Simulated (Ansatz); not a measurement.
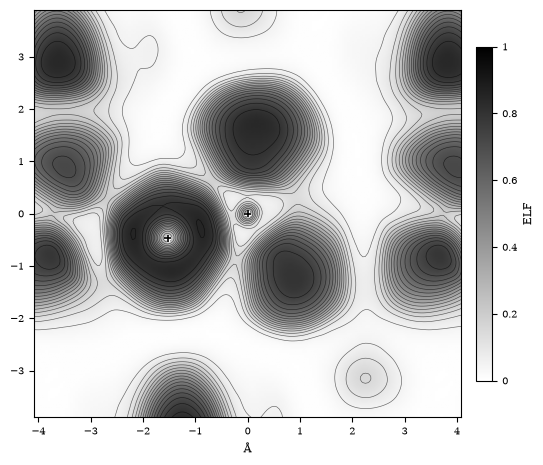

The ELF on a plane through atoms (crosses mark nuclei in the plane).

The calculation used DFT LDA, scalar-relativistic, plane waves, PAW in Ansatz 0.2.0.

Candidates:
A. CoSn₂, a = 6.37 Å, b = 6.37 Å, c = 5.46 Å, α = 90.00°, β = 90.00°, γ = 90.00°. Space group I4/mcm; not relaxed (largest force 0.9 eV/Å); computed pressure about −7 GPa in this cell; the program warned that a starting moment wasn't kept; spin-polarised, but the moments vanished.
B. SiO₂, a = 5.04 Å, b = 5.04 Å, c = 5.52 Å, α = 90.00°, β = 90.00°, γ = 120.00°. Space group P6₄22; a structure from a database of computed crystals, not necessarily the ambient phase.

Which candidate gave the map?

Candidate B: SiO₂ on the (111) plane of the conventional cell, which holds Si and O. Si–O (1.60 Å): the ELF peaks at about 0.85 between the atoms, as expected for a polar covalent bond.
